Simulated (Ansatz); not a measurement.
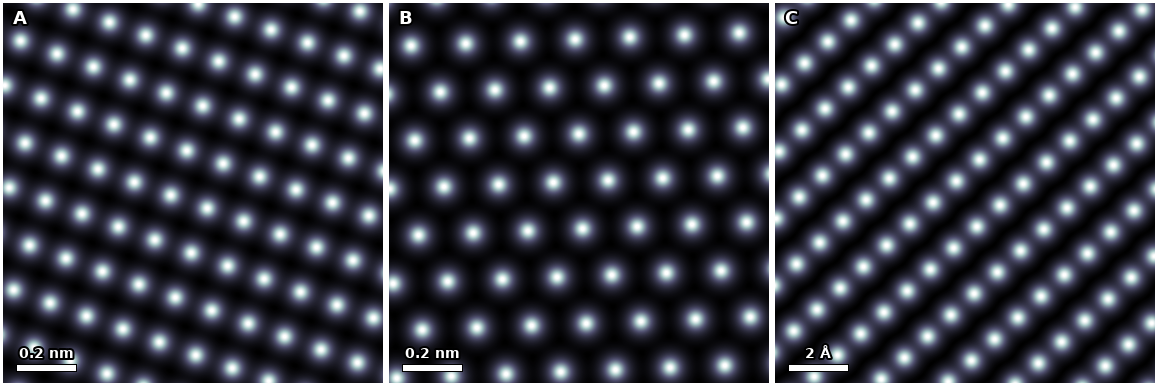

Three views of Ni (Pm-3m, No. 221) along different zone axes. Computed as the sum of neutral-atom potentials (tabulated electron scattering factors, B = 0.3 Å²) projected along the beam and smoothed by 0.25 Å; brighter is more positive. The display is stretched by a gamma of 0.7; percentages refer to the linear signal. Atomic positions: the input geometry of an electronic-structure calculation (not necessarily at equilibrium); the starting structure was generated, so it need not be a known form of this composition.

```cif
data_structure
_symmetry_space_group_name_H-M 'Pm-3m'
_symmetry_Int_Tables_number 221
_cell_length_a 2.2928
_cell_length_b 2.2928
_cell_length_c 2.2928
_cell_angle_alpha 90.000
_cell_angle_beta 90.000
_cell_angle_gamma 90.000
_cell_volume 12.05
loop_
_atom_site_label
_atom_site_type_symbol
_atom_site_symmetry_multiplicity
_atom_site_Wyckoff_symbol
_atom_site_fract_x
_atom_site_fract_y
_atom_site_fract_z
_atom_site_occupancy
Ni1 Ni 1 a 0.00000 0.00000 0.00000 1
```

Match the panels to the zone axes [111], [211] and [221].

A is [211]: projected cell 1.32 × 1.62 Å, 90°. B is [111]: projected cell 1.87 × 1.87 Å, 120°, plane group p6mm. C is [221]: projected cell 1.08 × 1.71 Å, 108°, plane group c2mm.
